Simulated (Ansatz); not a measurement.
Consider PtSe2.

Input

```
crystal:
  lattice:
    - [0.0, 3.1308957811, 3.1308957811]
    - [3.1308957811, 0.0, 3.1308957811]
    - [3.1308957811, 3.1308957811, 0.0]
  atoms:
    - { symbol: Pt, position: [0.0, 0.0, 0.0] }
    - { symbol: Se, position: [0.25, 0.25, 0.25] }
    - { symbol: Se, position: [0.75, 0.75, 0.75] }
kpoints:
  mp_grid: { grid: [4, 4, 4] }
hamiltonian:
  xc: hse06
scf:
  occupations: { method: fermi_dirac, width: 0.02 }
  n_extra_bands: 4
output:
  forces: true
  stress: true
  eigenvalues: true
  write_density: true
  write_potential: true
  elf: true
  volumetric_format: npy
```

Run with:

```sh
ansatz run input.yaml --threads 4 --pin off --max-ram 3686MiB --backend cpu --events-out ev --progress --plain --runs-dir out
```

Below, planes, directions and counts refer to the conventional cell (a = 6.26 Å, b = 6.26 Å, c = 6.26 Å, α = 90.00°, β = 90.00°, γ = 90.00°).

Space group Fm-3m; started from the fluorite prototype, which need not be the ambient phase; computed pressure about −2 GPa in this cell.

Theory: DFT, HSE06, plane waves, PAW in Ansatz 0.2.0.

### Predict the valence pseudo-density and electron localisation function between the atoms.

Pt–Se (2.71 Å): the density is about 0.39 e/Å³ at the midpoint; the ELF is about 0.35 at the midpoint and 0.25 at its lowest between the atoms.

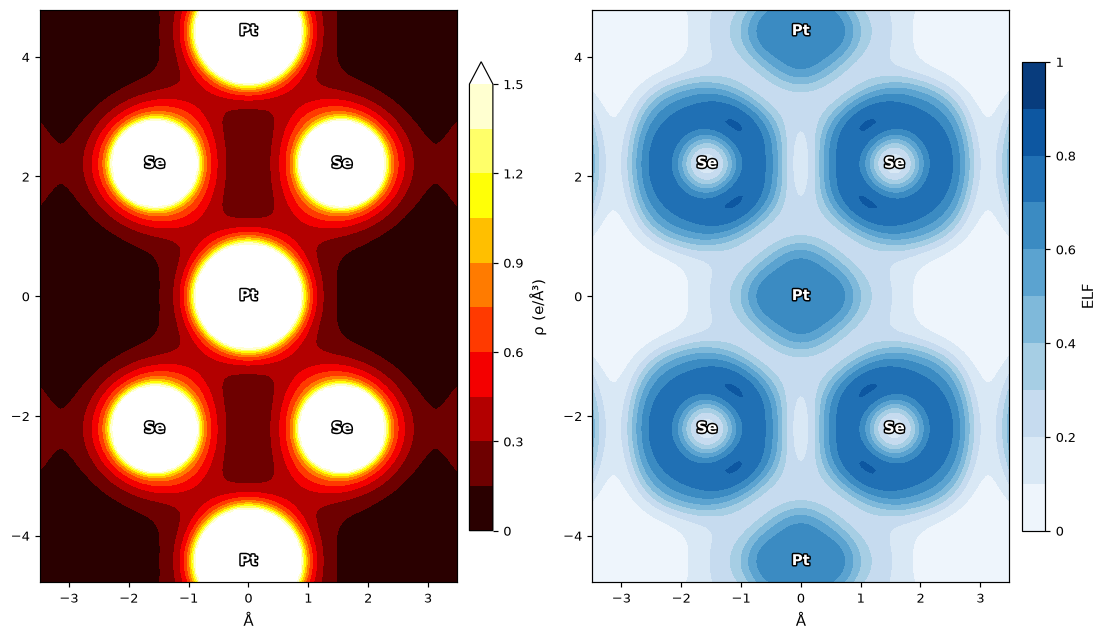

Computed valence pseudo-density and electron localisation function on the (110) plane of the conventional cell, in this order. 

In a PAW calculation such maps are meaningful between the atoms, not at the nuclei.
